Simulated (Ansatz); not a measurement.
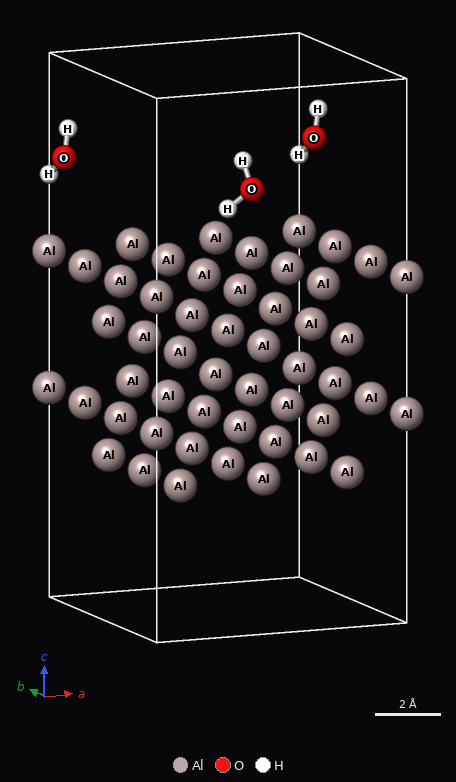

Figure 1. The starting structure (ball-and-stick view of the cell of the calculation, with the vacuum cut short, seen slightly off an axis). An atom can appear more than once, as a periodic image.

# Geometry relaxation, with input and output: Al$_{18}$H$_{2}$O (part 1 of 4)

- system: Al$_{18}$H$_{2}$O (slab, 42 atoms in the cell)
- method: DFT PBE+D3(BJ), scalar-relativistic, plane waves, PAW, no spin polarisation (Ansatz 0.2.0)

The structure derives from an entry of the Crystallography Open Database. The input holds or restrains some coordinates. Forces given for the steps count only the free coordinates. It belongs to a series of runs on one base structure; here: 2 H2O a cell, tilted, over a top Al site.

### What the program printed
```
Engine: ansatz 0.2.0, x86_64-unknown-linux-gnu
Pseudopotentials: kind: paw
Pseudopotential: Al, paw, valence charge 3, recommended cutoff 420 eV (normal), Al.paw.azcp
Pseudopotential: O, paw, valence charge 6, recommended cutoff 420 eV (normal), O.paw.azcp
Pseudopotential: H, paw, valence charge 1, recommended cutoff 420 eV (normal), H.paw.azcp
Functional definition: PBE
  parameter kappa = 0.804
  parameter beta = 0.06672455060314922
  exchange = pbe_x(kappa = kappa, mu = beta*pi^2/3)
  correlation = pbe_c(beta = beta)
Crystal: 42 atoms, lattice volume = 1814.729 Å³
Basis set: ecut = 420 eV, 35329 PW (Γ), exchange–correlation on 120×120×360 points (8 copies of the dense FFT grid, shifted against one another)
Bands: 104, of which v1, the nominal top of the filled ones, is band 62 counted from 1 (61 counted from 0)
Symmetry: 1 space group operations
Space group: P1 (ITA 1), of the structure as read, at distance tolerance 1.2e-4 Å
k-points: 5 of 9 (time reversal used)
Non-local potential: Al, projectors of the file, l = 0: 2, l = 1: 2, l = 2: 1
Non-local potential: O, projectors of the file, l = 0: 2, l = 1: 2, l = 2: 1
Non-local potential: H, projectors of the file, l = 0: 2, l = 1: 1
PAW form: soft (Blöchl's): semilocal exchange-correlation on the pseudo side does not see the compensation charge
PAW one-centre angular grid: Al, 110 points (default); XC on 64 Gauss nodes
PAW one-centre angular grid: O, 110 points (default); XC on 64 Gauss nodes
PAW one-centre angular grid: H, 110 points (default); XC on 64 Gauss nodes
Initial density: superposition of atomic densities (neutral atoms: chi_scale 0, normalization atom), corrected by the library's trained network
Initial wavefunctions: pseudopotential atomic-orbital guess
Functional: x = pbe(κ = 0.804, μ = 0.2195149727645171), c = pbe(β = 0.06672455060314922)
SCF iter   1: F=—  HF=-20549.187657 eV  |F-HF|=—  |Δ(HF+E_count)|=         —  Δρ=1.54e-3  dr2=3.67e-1  ethr=1.77e-3  p=0.040 e·Å  D=4.01e-3 V/Å  ΔV_dip=-0.10 eV  dr2_dipole=1.26e-3  V_vac-E_F(+/−)=3.99/4.10 eV  ⟨swp⟩=9.4  Hψ=3174  notcnv=0  defer=12
efield: sawtooth ramp at fractional position 0.9948 (placed from the atoms, in the widest stretch of the axis that holds none; the zero of the levels goes with the place), width 0.0400; the density the first Hamiltonian is built on has a dipole p = 0.040 e·Å; the dipole correction subtracts the counter field D = 4.01e-3 V/Å, which shifts the + side's vacuum level by -0.10 eV against the − side's; the planar-averaged density in the ramp window peaks in size at 3.3e-5 e/Å³
preconditioner: auto → LDOS  [insulator: Δε(μ)=0.176 eV  Ē_g=6.565 eV  σ=0.100 eV  W_gap=0.76  n_scr=178 (ndim 8)  ℏωp=9.5 eV  f_vac=0.529  D(μ)=7.42/eV (n_scr^D=18)  ε∞_Penn≈3.1  β→1.0]
SCF iter   2: F=—  HF=-20549.202648 eV  |F-HF|=—  |Δ(HF+E_count)|=   1.50e-2  Δρ=1.26e-3  dr2=2.88e-1  ethr=2.96e-4  p=0.313 e·Å  D=3.12e-2 V/Å  ΔV_dip=-0.79 eV  dr2_dipole=1.51e-4  V_vac-E_F(+/−)=3.75/4.55 eV  ⟨swp⟩=2.0  Hψ=928  notcnv=0  defer=124
SCF iter   3: F=—  HF=-20549.161175 eV  |F-HF|=—  |Δ(HF+E_count)|=   4.15e-2  Δρ=2.82e-4  dr2=2.28e-3  ethr=2.32e-4  p=0.229 e·Å  D=2.28e-2 V/Å  ΔV_dip=-0.58 eV  dr2_dipole=2.00e-4  V_vac-E_F(+/−)=3.78/4.36 eV  ⟨swp⟩=2.0  Hψ=549  notcnv=0  defer=124
SCF iter   4: F=—  HF=-20549.162993 eV  |F-HF|=—  |Δ(HF+E_count)|=   1.82e-3  Δρ=2.26e-4  dr2=9.87e-4  ethr=1.84e-6  p=0.249 e·Å  D=2.49e-2 V/Å  ΔV_dip=-0.63 eV  dr2_dipole=1.24e-4  V_vac-E_F(+/−)=3.75/4.38 eV  ⟨swp⟩=3.0  Hψ=889  notcnv=0  defer=54
SCF iter   5: F=—  HF=-20549.162879 eV  |F-HF|=—  |Δ(HF+E_count)|=   1.14e-4  Δρ=7.55e-5  dr2=9.30e-5  ethr=7.96e-7  p=0.249 e·Å  D=2.49e-2 V/Å  ΔV_dip=-0.63 eV  dr2_dipole=2.83e-6  V_vac-E_F(+/−)=3.74/4.38 eV  ⟨swp⟩=3.0  Hψ=720  notcnv=0  defer=54
SCF iter   6: F=-20549.162877 eV  HF=-20549.162876 eV  |F-HF|=7.78e-7  |Δ(HF+E_count)|=   2.68e-6  Δρ=1.29e-5  dr2=6.03e-6  ethr=3.23e-8  p=0.248 e·Å  D=2.48e-2 V/Å  ΔV_dip=-0.63 eV  dr2_dipole=1.07e-6  V_vac-E_F(+/−)=3.75/4.38 eV  ⟨swp⟩=40.2  Hψ=7265  notcnv=0
SCF 1 converged in 6 iterations: F = -20549.162877 eV  dr2 = 6.03e-6
  greatest PAW one-centre occupation: 0.871 electrons in one spin orbital (limit 2), on the O atom at site 39 (counted from 0), in its partial waves of l = 0
relax step   1: F+E_penalty+E_count = -20549.16287724 eV  Δ(F+E_penalty+E_count) = +0.000e0 eV  max|allowed force component| = 7.866e-1 eV/Å  Δτ_max = 0.0000 Å  (6 SCF iters, dr2 threshold 4.00e-5 eV, accepted)
Initial density: handed on by an earlier stage of this run
Initial wavefunctions: those handed on with the density
iter 1 solved again at ethr=2.73e-4 eV; its pass at ethr=3.10e-3 eV (dr2=3.39e-1 eV) is discarded
SCF iter   1: F=—  HF=-20549.350196 eV  |F-HF|=—  |Δ(HF+E_count)|=         —  Δρ=6.84e-3  dr2=3.41e-1  ethr=2.73e-4  p=0.248 e·Å  D=2.48e-2 V/Å  ΔV_dip=-0.63 eV  dr2_dipole=4.67e-4  V_vac-E_F(+/−)=3.76/4.39 eV  ⟨swp⟩=1.2  Hψ=2046  notcnv=0  defer=138
efield: sawtooth ramp at fractional position 0.9948 (handed on by an earlier solve), width 0.0400; the density the first Hamiltonian is built on has a dipole p = 0.248 e·Å; the dipole correction subtracts the counter field D = 2.48e-2 V/Å, which shifts the + side's vacuum level by -0.63 eV against the − side's; the planar-averaged density in the ramp window peaks in size at 3.2e-7 e/Å³
preconditioner: auto → LDOS  [insulator: Δε(μ)=0.149 eV  Ē_g=6.592 eV  σ=0.100 eV  W_gap=0.71  n_scr=178 (ndim 8)  ℏωp=9.5 eV  f_vac=0.528  D(μ)=11.55/eV (n_scr^D=40)  ε∞_Penn≈3.1  β→1.0]
SCF iter   2: F=—  HF=-20549.346056 eV  |F-HF|=—  |Δ(HF+E_count)|=   4.14e-3  Δρ=2.59e-3  dr2=1.31e-1  ethr=2.73e-4  p=0.126 e·Å  D=1.26e-2 V/Å  ΔV_dip=-0.32 eV  dr2_dipole=6.71e-5  V_vac-E_F(+/−)=4.08/4.40 eV  ⟨swp⟩=3.0  Hψ=726  notcnv=0  defer=138
SCF iter   3: F=—  HF=-20549.300452 eV  |F-HF|=—  |Δ(HF+E_count)|=   4.56e-2  Δρ=8.42e-4  dr2=9.50e-3  ethr=1.06e-4  p=0.194 e·Å  D=1.93e-2 V/Å  ΔV_dip=-0.49 eV  dr2_dipole=1.23e-5  V_vac-E_F(+/−)=3.91/4.40 eV  ⟨swp⟩=3.0  Hψ=856  notcnv=0  defer=139
SCF iter   4: F=—  HF=-20549.300513 eV  |F-HF|=—  |Δ(HF+E_count)|=   6.08e-5  Δρ=3.60e-4  dr2=1.81e-3  ethr=7.66e-6  p=0.202 e·Å  D=2.02e-2 V/Å  ΔV_dip=-0.51 eV  dr2_dipole=1.78e-6  V_vac-E_F(+/−)=3.88/4.40 eV  ⟨swp⟩=3.0  Hψ=743  notcnv=0  defer=139
SCF iter   5: F=—  HF=-20549.300082 eV  |F-HF|=—  |Δ(HF+E_count)|=   4.31e-4  Δρ=7.03e-5  dr2=6.72e-5  ethr=1.46e-6  p=0.199 e·Å  D=1.98e-2 V/Å  ΔV_dip=-0.50 eV  dr2_dipole=7.29e-8  V_vac-E_F(+/−)=3.89/4.40 eV  ⟨swp⟩=2.0  Hψ=585  notcnv=0  defer=139
SCF iter   6: F=-20549.300077 eV  HF=-20549.300081 eV  |F-HF|=3.53e-6  |Δ(HF+E_count)|=   1.71e-6  Δρ=2.36e-5  dr2=7.52e-6  ethr=3.12e-8  p=0.198 e·Å  D=1.98e-2 V/Å  ΔV_dip=-0.50 eV  dr2_dipole=5.15e-9  V_vac-E_F(+/−)=3.90/4.40 eV  ⟨swp⟩=32.4  Hψ=6836  notcnv=0
SCF 2 converged in 6 iterations: F = -20549.300077 eV  dr2 = 7.52e-6
  greatest PAW one-centre occupation: 0.870 electrons in one spin orbital (limit 2), on the O atom at site 39 (counted from 0), in its partial waves of l = 0
relax step   2: F+E_penalty+E_count = -20549.30007725 eV  Δ(F+E_penalty+E_count) = -1.372e-1 eV  max|allowed force component| = 4.753e-1 eV/Å  Δτ_max = 0.1981 Å  (6 SCF iters, dr2 threshold 3.87e-5 eV, accepted)
[... from here on the SCF iterations and repeated set-up lines of each step are left out, up to the last step ...]
SCF 3 converged in 6 iterations: F = -20549.305552 eV  dr2 = 1.32e-6
relax step   3: F+E_penalty+E_count = -20549.30555213 eV  Δ(F+E_penalty+E_count) = -5.475e-3 eV  max|allowed force component| = 1.385e0 eV/Å  Δτ_max = 0.1940 Å  (6 SCF iters, dr2 threshold 1.41e-5 eV, accepted)
SCF 4 converged in 6 iterations: F = -20549.418338 eV  dr2 = 7.88e-6
relax step   4: F+E_penalty+E_count = -20549.41833787 eV  Δ(F+E_penalty+E_count) = -1.128e-1 eV  max|allowed force component| = 3.341e-1 eV/Å  Δτ_max = 0.2000 Å  (6 SCF iters, dr2 threshold 1.00e-4 eV, accepted)
SCF 5 converged in 6 iterations: F = -20549.448170 eV  dr2 = 6.89e-6
relax step   5: F+E_penalty+E_count = -20549.44817003 eV  Δ(F+E_penalty+E_count) = -2.983e-2 eV  max|allowed force component| = 3.371e-1 eV/Å  Δτ_max = 0.1948 Å  (6 SCF iters, dr2 threshold 6.98e-6 eV, accepted)
SCF 6 converged in 7 iterations: F = -20549.471227 eV  dr2 = 8.32e-8
relax step   6: F+E_penalty+E_count = -20549.47122670 eV  Δ(F+E_penalty+E_count) = -2.306e-2 eV  max|allowed force component| = 2.259e-1 eV/Å  Δτ_max = 0.1337 Å  (7 SCF iters, dr2 threshold 7.10e-6 eV, accepted)
SCF 7 converged in 6 iterations: F = -20549.491685 eV  dr2 = 1.48e-6
relax step   7: F+E_penalty+E_count = -20549.49168478 eV  Δ(F+E_penalty+E_count) = -2.046e-2 eV  max|allowed force component| = 4.678e-1 eV/Å  Δτ_max = 0.1947 Å  (6 SCF iters, dr2 threshold 2.29e-5 eV, accepted)
SCF 8 converged in 5 iterations: F = -20549.515831 eV  dr2 = 2.44e-5
relax step   8: F+E_penalty+E_count = -20549.51583059 eV  Δ(F+E_penalty+E_count) = -2.415e-2 eV  max|allowed force component| = 6.714e-1 eV/Å  Δτ_max = 0.1976 Å  (5 SCF iters, dr2 threshold 9.83e-5 eV, accepted)
SCF 9 converged in 6 iterations: F = -20549.556928 eV  dr2 = 1.82e-6
relax step   9: F+E_penalty+E_count = -20549.55692772 eV  Δ(F+E_penalty+E_count) = -4.110e-2 eV  max|allowed force component| = 7.090e-1 eV/Å  Δτ_max = 0.1945 Å  (6 SCF iters, dr2 threshold 1.00e-4 eV, accepted)
SCF 10 converged in 6 iterations: F = -20549.604086 eV  dr2 = 1.65e-6
relax step  10: F+E_penalty+E_count = -20549.60408589 eV  Δ(F+E_penalty+E_count) = -4.716e-2 eV  max|allowed force component| = 5.026e-1 eV/Å  Δτ_max = 0.1959 Å  (6 SCF iters, dr2 threshold 1.00e-4 eV, accepted)
SCF 11 converged in 6 iterations: F = -20549.626956 eV  dr2 = 2.67e-6
relax step  11: F+E_penalty+E_count = -20549.62695649 eV  Δ(F+E_penalty+E_count) = -2.287e-2 eV  max|allowed force component| = 3.064e-1 eV/Å  Δτ_max = 0.1911 Å  (6 SCF iters, dr2 threshold 1.00e-4 eV, accepted)
SCF 12 converged in 6 iterations: F = -20549.644901 eV  dr2 = 4.78e-6
relax step  12: F+E_penalty+E_count = -20549.64490087 eV  Δ(F+E_penalty+E_count) = -1.794e-2 eV  max|allowed force component| = 3.020e-1 eV/Å  Δτ_max = 0.1973 Å  (6 SCF iters, dr2 threshold 3.49e-5 eV, accepted)
SCF 13 converged in 6 iterations: F = -20549.660188 eV  dr2 = 1.96e-6
relax step  13: F+E_penalty+E_count = -20549.66018763 eV  Δ(F+E_penalty+E_count) = -1.529e-2 eV  max|allowed force component| = 5.193e-1 eV/Å  Δτ_max = 0.1951 Å  (6 SCF iters, dr2 threshold 3.39e-5 eV, accepted)
SCF 14 converged in 6 iterations: F = -20549.680189 eV  dr2 = 1.24e-6
relax step  14: F+E_penalty+E_count = -20549.68018865 eV  Δ(F+E_penalty+E_count) = -2.000e-2 eV  max|allowed force component| = 2.803e-1 eV/Å  Δτ_max = 0.1964 Å  (6 SCF iters, dr2 threshold 1.00e-4 eV, accepted)
SCF 15 converged in 6 iterations: F = -20549.701922 eV  dr2 = 1.03e-6
relax step  15: F+E_penalty+E_count = -20549.70192179 eV  Δ(F+E_penalty+E_count) = -2.173e-2 eV  max|allowed force component| = 1.182e-1 eV/Å  Δτ_max = 0.1947 Å  (6 SCF iters, dr2 threshold 2.29e-5 eV, accepted)
SCF 16 converged in 6 iterations: F = -20549.720199 eV  dr2 = 1.63e-6
relax step  16: F+E_penalty+E_count = -20549.72019890 eV  Δ(F+E_penalty+E_count) = -1.828e-2 eV  max|allowed force component| = 4.989e-1 eV/Å  Δτ_max = 0.1943 Å  (6 SCF iters, dr2 threshold 2.49e-6 eV, accepted)
SCF 17 converged in 6 iterations: F = -20549.753091 eV  dr2 = 1.36e-6
relax step  17: F+E_penalty+E_count = -20549.75309098 eV  Δ(F+E_penalty+E_count) = -3.289e-2 eV  max|allowed force component| = 1.036e-1 eV/Å  Δτ_max = 0.1925 Å  (6 SCF iters, dr2 threshold 4.43e-5 eV, accepted)
SCF 18 converged in 8 iterations: F = -20549.790045 eV  dr2 = 8.62e-9
relax step  18: F+E_penalty+E_count = -20549.79004459 eV  Δ(F+E_penalty+E_count) = -3.695e-2 eV  max|allowed force component| = 9.321e-2 eV/Å  Δτ_max = 0.1978 Å  (8 SCF iters, accepted)
SCF 19 converged in 8 iterations: F = -20549.833978 eV  dr2 = 9.64e-9
relax step  19: F+E_penalty+E_count = -20549.83397800 eV  Δ(F+E_penalty+E_count) = -4.393e-2 eV  max|allowed force component| = 2.156e-1 eV/Å  Δτ_max = 0.1927 Å  (8 SCF iters, accepted)
SCF 20 converged in 6 iterations: F = -20549.872349 eV  dr2 = 1.26e-6
relax step  20: F+E_penalty+E_count = -20549.87234880 eV  Δ(F+E_penalty+E_count) = -3.837e-2 eV  max|allowed force component| = 1.916e-1 eV/Å  Δτ_max = 0.2000 Å  (6 SCF iters, dr2 threshold 3.77e-5 eV, accepted)
SCF 21 converged in 6 iterations: F = -20549.935976 eV  dr2 = 2.12e-6
relax step  21: F+E_penalty+E_count = -20549.93597554 eV  Δ(F+E_penalty+E_count) = -6.363e-2 eV  max|allowed force component| = 2.210e-1 eV/Å  Δτ_max = 0.1930 Å  (6 SCF iters, dr2 threshold 2.90e-5 eV, accepted)
SCF 22 converged in 6 iterations: F = -20549.978670 eV  dr2 = 2.04e-6
relax step  22: F+E_penalty+E_count = -20549.97866954 eV  Δ(F+E_penalty+E_count) = -4.269e-2 eV  max|allowed force component| = 2.006e-1 eV/Å  Δτ_max = 0.1950 Å  (6 SCF iters, dr2 threshold 3.86e-5 eV, accepted)
SCF 23 converged in 6 iterations: F = -20550.007857 eV  dr2 = 9.88e-7
relax step  23: F+E_penalty+E_count = -20550.00785712 eV  Δ(F+E_penalty+E_count) = -2.919e-2 eV  max|allowed force component| = 1.684e-1 eV/Å  Δτ_max = 0.1933 Å  (6 SCF iters, dr2 threshold 3.31e-5 eV, accepted)
SCF 24 converged in 6 iterations: F = -20550.028303 eV  dr2 = 1.14e-6
relax step  24: F+E_penalty+E_count = -20550.02830254 eV  Δ(F+E_penalty+E_count) = -2.045e-2 eV  max|allowed force component| = 9.028e-2 eV/Å  Δτ_max = 0.1947 Å  (6 SCF iters, dr2 threshold 2.00e-5 eV, accepted)
SCF 25 converged in 7 iterations: F = -20550.046730 eV  dr2 = 2.11e-7
relax step  25: F+E_penalty+E_count = -20550.04673020 eV  Δ(F+E_penalty+E_count) = -1.843e-2 eV  max|allowed force component| = 2.275e-1 eV/Å  Δτ_max = 0.1950 Å  (7 SCF iters, dr2 threshold 2.34e-6 eV, accepted)
SCF 26 converged in 6 iterations: F = -20550.058171 eV  dr2 = 1.75e-6
relax step  26: F+E_penalty+E_count = -20550.05817149 eV  Δ(F+E_penalty+E_count) = -1.144e-2 eV  max|allowed force component| = 2.789e-1 eV/Å  Δτ_max = 0.1951 Å  (6 SCF iters, dr2 threshold 1.49e-5 eV, accepted)
SCF 27 converged in 6 iterations: F = -20550.069103 eV  dr2 = 2.08e-6
relax step  27: F+E_penalty+E_count = -20550.06910257 eV  Δ(F+E_penalty+E_count) = -1.093e-2 eV  max|allowed force component| = 9.916e-2 eV/Å  Δτ_max = 0.1948 Å  (6 SCF iters, dr2 threshold 7.78e-5 eV, accepted)
SCF 28 converged in 8 iterations: F = -20550.073465 eV  dr2 = 6.74e-9
relax step  28: F+E_penalty+E_count = -20550.07346463 eV  Δ(F+E_penalty+E_count) = -4.362e-3 eV  max|allowed force component| = 5.066e-2 eV/Å  Δτ_max = 0.1646 Å  (8 SCF iters, accepted)
SCF 29 converged in 7 iterations: F = -20550.076207 eV  dr2 = 9.46e-8
relax step  29: F+E_penalty+E_count = -20550.07620656 eV  Δ(F+E_penalty+E_count) = -2.742e-3 eV  max|allowed force component| = 8.406e-2 eV/Å  Δτ_max = 0.1736 Å  (7 SCF iters, accepted)
SCF 30 converged in 7 iterations: F = -20550.077055 eV  dr2 = 7.78e-8
relax step  30: F+E_penalty+E_count = -20550.07705474 eV  Δ(F+E_penalty+E_count) = -8.482e-4 eV  max|allowed force component| = 1.412e-1 eV/Å  Δτ_max = 0.1688 Å  (7 SCF iters, dr2 threshold 1.84e-6 eV, accepted)
SCF 31 converged in 5 iterations: F = -20550.078011 eV  dr2 = 1.55e-6
relax step  31: F+E_penalty+E_count = -20550.07801102 eV  Δ(F+E_penalty+E_count) = -9.563e-4 eV  max|allowed force component| = 1.368e-1 eV/Å  Δτ_max = 0.0728 Å  (5 SCF iters, dr2 threshold 1.99e-5 eV, accepted)
SCF 32 converged in 5 iterations: F = -20550.079475 eV  dr2 = 8.67e-7
relax step  32: F+E_penalty+E_count = -20550.07947505 eV  Δ(F+E_penalty+E_count) = -1.464e-3 eV  max|allowed force component| = 3.515e-2 eV/Å  Δτ_max = 0.0317 Å  (5 SCF iters, dr2 threshold 1.76e-5 eV, accepted)
SCF 33 converged in 3 iterations: F = -20550.079475 eV  dr2 = 6.96e-8
relax step  33: F+E_penalty+E_count = -20550.07947542 eV  Δ(F+E_penalty+E_count) = -3.713e-7 eV  max|allowed force component| = 3.547e-2 eV/Å  Δτ_max = 0.0000 Å  (3 SCF iters, accepted)
SCF 34 converged in 7 iterations: F = -20550.080073 eV  dr2 = 6.32e-9
relax step  34: F+E_penalty+E_count = -20550.08007265 eV  Δ(F+E_penalty+E_count) = -5.972e-4 eV  max|allowed force component| = 1.488e-2 eV/Å  Δτ_max = 0.0457 Å  (7 SCF iters, accepted)
SCF 35 converged in 9 iterations: F = -20550.080763 eV  dr2 = 2.82e-10
relax step  35: F+E_penalty+E_count = -20550.08076319 eV  Δ(F+E_penalty+E_count) = -6.905e-4 eV  max|allowed force component| = 2.775e-2 eV/Å  Δτ_max = 0.1028 Å  (9 SCF iters, accepted)
SCF 36 converged in 9 iterations: F = -20550.081085 eV  dr2 = 2.14e-10
relax step  36: F+E_penalty+E_count = -20550.08108465 eV  Δ(F+E_penalty+E_count) = -3.215e-4 eV  max|allowed force component| = 4.727e-2 eV/Å  Δτ_max = 0.0870 Å  (9 SCF iters, accepted)
SCF 37 converged in 5 iterations: F = -20550.081271 eV  dr2 = 2.76e-7
relax step  37: F+E_penalty+E_count = -20550.08127065 eV  Δ(F+E_penalty+E_count) = -1.860e-4 eV  max|allowed force component| = 3.266e-2 eV/Å  Δτ_max = 0.0259 Å  (5 SCF iters, dr2 threshold 2.23e-6 eV, accepted)
iter 1 solved again at ethr=2.95e-10 eV; its pass at ethr=3.10e-3 eV (dr2=3.66e-7 eV) is discarded
SCF iter   1: F=—  HF=-20550.079363 eV  |F-HF|=—  |Δ(HF+E_count)|=         —  Δρ=4.36e-6  dr2=3.82e-7  ethr=2.95e-10  p=0.247 e·Å  D=2.46e-2 V/Å  ΔV_dip=-0.63 eV  dr2_dipole=5.51e-8  V_vac-E_F(+/−)=3.74/4.36 eV  ⟨swp⟩=1.6  Hψ=1243  notcnv=0
efield: sawtooth ramp at fractional position 0.9948 (handed on by an earlier solve), width 0.0400; the density the first Hamiltonian is built on has a dipole p = 0.247 e·Å; the dipole correction subtracts the counter field D = 2.46e-2 V/Å, which shifts the + side's vacuum level by -0.63 eV against the − side's; the planar-averaged density in the ramp window peaks in size at 5.1e-7 e/Å³
preconditioner: auto → LDOS  [insulator: Δε(μ)=0.182 eV  Ē_g=6.713 eV  σ=0.100 eV  W_gap=0.77  n_scr=178 (ndim 8)  ℏωp=9.5 eV  f_vac=0.532  D(μ)=8.06/eV (n_scr^D=26)  ε∞_Penn≈3.0  β→1.0]
SCF iter   2: F=—  HF=-20550.081271 eV  |F-HF|=—  |Δ(HF+E_count)|=   1.91e-3  Δρ=6.27e-6  dr2=8.00e-7  ethr=2.95e-10  p=0.247 e·Å  D=2.46e-2 V/Å  ΔV_dip=-0.63 eV  dr2_dipole=1.29e-7  V_vac-E_F(+/−)=3.74/4.37 eV  ⟨swp⟩=3.0  Hψ=833  notcnv=0
SCF iter   3: F=-20550.081271 eV  HF=-20550.081271 eV  |F-HF|=8.95e-10  |Δ(HF+E_count)|=   1.79e-8  Δρ=1.10e-6  dr2=1.73e-8  ethr=8.06e-11  p=0.247 e·Å  D=2.46e-2 V/Å  ΔV_dip=-0.63 eV  dr2_dipole=3.67e-10  V_vac-E_F(+/−)=3.74/4.36 eV  ⟨swp⟩=11.6  Hψ=3809  notcnv=0
SCF 38 converged in 3 iterations: F = -20550.081271 eV  dr2 = 1.73e-8
relax step  38: F+E_penalty+E_count = -20550.08127084 eV  Δ(F+E_penalty+E_count) = -1.946e-7 eV  max|allowed force component| = 3.231e-2 eV/Å  Δτ_max = 0.0000 Å  (3 SCF iters, accepted)
```

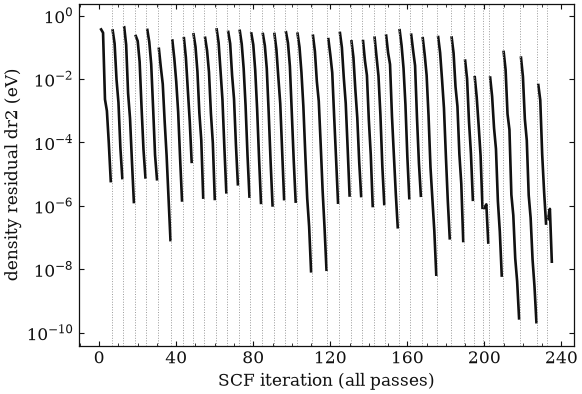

Figure 2. Convergence of the self-consistent field: density residual dr2 against the SCF iteration. The dotted lines part the SCF passes of the relaxation: geometry steps, rejected trials and re-solves on a re-selected basis. The 38 passes take 3 to 9 iterations each, 235 in all.
